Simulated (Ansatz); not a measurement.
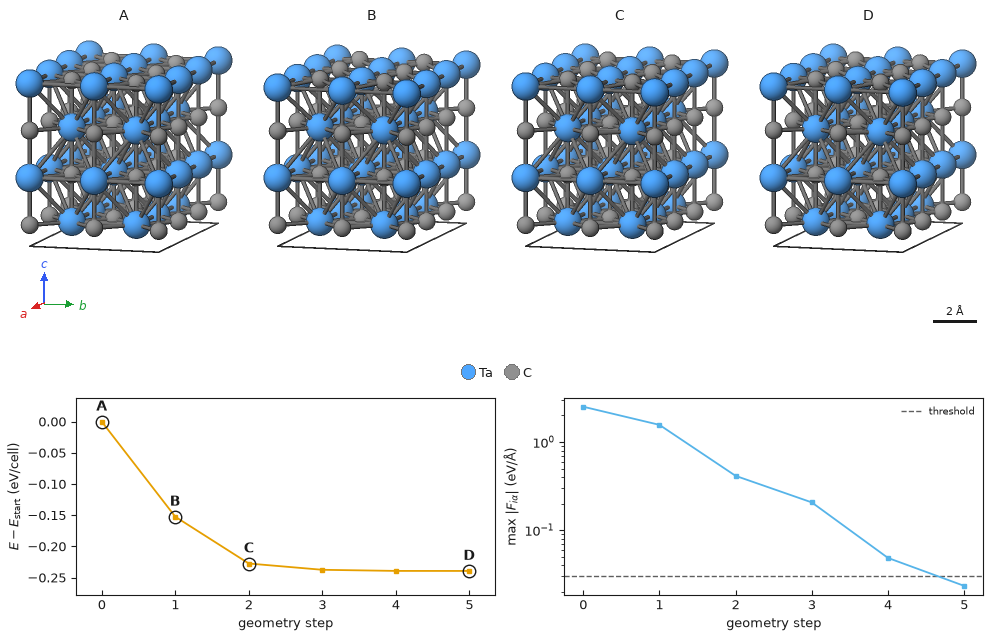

Frames of a constrained relaxation of a slab of composition TaC (cut from the Fm-3m phase), marked on the history of the run. The picture is a ball-and-stick view of the 3 × 2 repeat of the cell, outlined in the plane, without the vacuum, seen slightly off an axis.

Case: clean slab, lower half held. The slab is the (1 0 0) face of TaC. 4 atoms are held fixed.

These are results of DFT PBEsol, scalar-relativistic, plane waves, PAW in Ansatz, not measurements. Settings: plane-wave cutoff 420 eV; k-point mesh 9 × 9 × 1; occupations gaussian; smearing width 0.1 eV; no spin polarisation; dipole correction; atoms relaxed in a fixed cell; force threshold 0.03 eV/Å; at most 70 steps.

Question: Describe the path.

Answer: The largest move is that of a Ta atom, 0.15 Å along the normal (−c). By element the largest moves are Ta 0.15 Å, C 0.03 Å. The cell doesn't change. Near-neighbour distances that change, for instance: C–Ta 2.220 → 2.054 Å, C–Ta 2.220 → 2.317 Å, C–Ta 2.220 → 2.153 Å, Ta–Ta 3.139 → 3.083 Å. Bond angles that change, for instance: Ta–C–Ta 180.0° → 170.8°, Ta–C–Ta 90.0° → 85.4°, Ta–C–Ta 180.0° → 175.6°. After 5 geometry steps the energy has fallen by 0.239 eV per cell of the calculation. The largest force component goes from 2.5 to 0.023 eV/Å. Cost: 45 s on 2 threads of Arm Neoverse V2, with other jobs on the host, peak memory 0.49 GiB. From step 0 to 1: a Ta atom moves most (0.20 Å), energy −0.152 eV per cell of the calculation. From step 1 to 2: a Ta atom moves most (0.05 Å), energy −75.0 meV per cell of the calculation. From step 2 to 5: a Ta atom moves most (0.03 Å), energy −11.9 meV per cell of the calculation.

| step | E − E(0), meV/atom | largest force component, eV/Å |
| --- | --- | --- |
| 0 | 0.00 | 2.5151 |
| 1 | -19.05 | 1.5655 |
| 2 | -28.42 | 0.4130 |
| 3 | -29.68 | 0.2063 |
| 4 | -29.90 | 0.0483 |
| 5 | -29.91 | 0.0233 |
